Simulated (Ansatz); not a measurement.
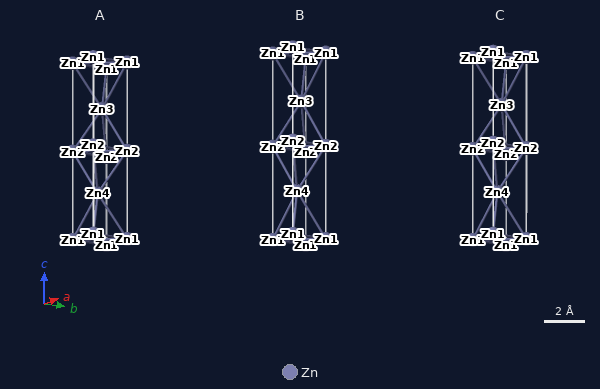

3 geometries from one relaxation of solid Zn (a generated structure, set up in P6_3/mmc), in shuffled order. A ball-and-stick model of the cell of the calculation, reduced to other axes, seen from a free direction. Lengths and directions refer to the drawn axes.

Method: Ansatz, DFT, PAW plane waves, PBE. Settings: plane-wave cutoff 420 eV; k-point mesh 7 × 7 × 2; occupations fermi dirac; smearing width 0.0242 eV; no spin polarisation; cell and atoms relaxed; at most 40 steps.

> Put them in the order of the run, from the start to the converged end.

A, C, B. They are steps 0, 1, 8, at +0.130 eV per cell of the calculation, +30.4 meV per cell of the calculation relative to the last. The energy falls by 0.130 eV per cell of the calculation in 5 accepted moves (8 points after the start). All forces vanish by symmetry, so only the cell relaxes. Pressure: 0.46 GPa at the start and 0.00 GPa at the end. The line search rejected the trial step at point 2 of the run. The SCF was repeated twice at an unchanged geometry on a basis and grid sized afresh for the cell, which shifted the energy by 0.6 meV per cell of the calculation at most. No atom moves by more than 0.005 Å relative to the cell. The volume changes by +0.3 %, with a = b 2.780 → 2.710 Å (−2.5 %), c 9.004 → 9.511 Å (+5.6 %). Near-neighbour distances that change, for instance: Zn1–Zn3 2.765 → 2.846 Å, Zn1–Zn1 2.780 → 2.710 Å. The space group stays P6_3/mmc (No. 194).
